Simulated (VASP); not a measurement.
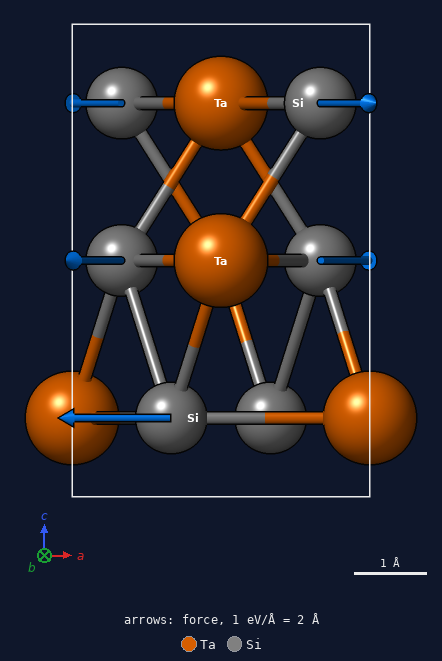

Starting geometry of crystalline TaSi2 (set up in P6_222) with the computed forces as blue arrows. The picture is a ball-and-stick view of the cell of the calculation, seen along the b axis.

The run lets cell and atoms move.

Method: Kohn-Sham DFT of a periodic cell, PBE, VASP PAW PBE potentials, recommended (VASP 6.6.1).

Input file:
```
SYSTEM = TaSi2
PREC = Accurate
ENCUT = 600
EDIFF = 1E-6
ISMEAR = -1
SIGMA = 0.05
LREAL = .FALSE.
LASPH = .TRUE.
NELM = 60
ALGO = Fast
ISIF = 3
LWAVE = .FALSE.
LCHARG = .FALSE.
GGA = PE
IBRION = 2
NSW = 40
EDIFFG = -0.01
```

Run as
```bash
cat potpaw_PBE.64/Ta_pv/POTCAR potpaw_PBE.64/Si/POTCAR > POTCAR
mpirun -np 1 vasp_std > vasp.out
```

Is this structure relaxed? If not, where do the atoms go?

Answer. It isn't relaxed: the largest force vector, on Si atoms, is 0.80 eV/Å. The atoms end up moving mostly along the starting forces (cosine between the two patterns 1.00). Over 9 geometry steps the energy falls by 0.184 eV per cell of the calculation. The largest force component goes from 0.8 to 0.00045 eV/Å. The pressure goes from 3.73 to 0.02 GPa. The largest moves relative to the cell, 0.067 Å, are those of Si atoms. Ta stays in place. The volume changes by +1.7 %, with a = b 4.780 → 4.816 Å (+0.7 %), c 6.564 → 6.579 Å (+0.2 %). Some distances before and after: Si–Si 2.759 → 2.646 Å, Si–Ta 2.760 → 2.847 Å, Si–Ta 2.587 → 2.615 Å, Si–Si 2.587 → 2.561 Å. The space group stays P6_222 (No. 180).
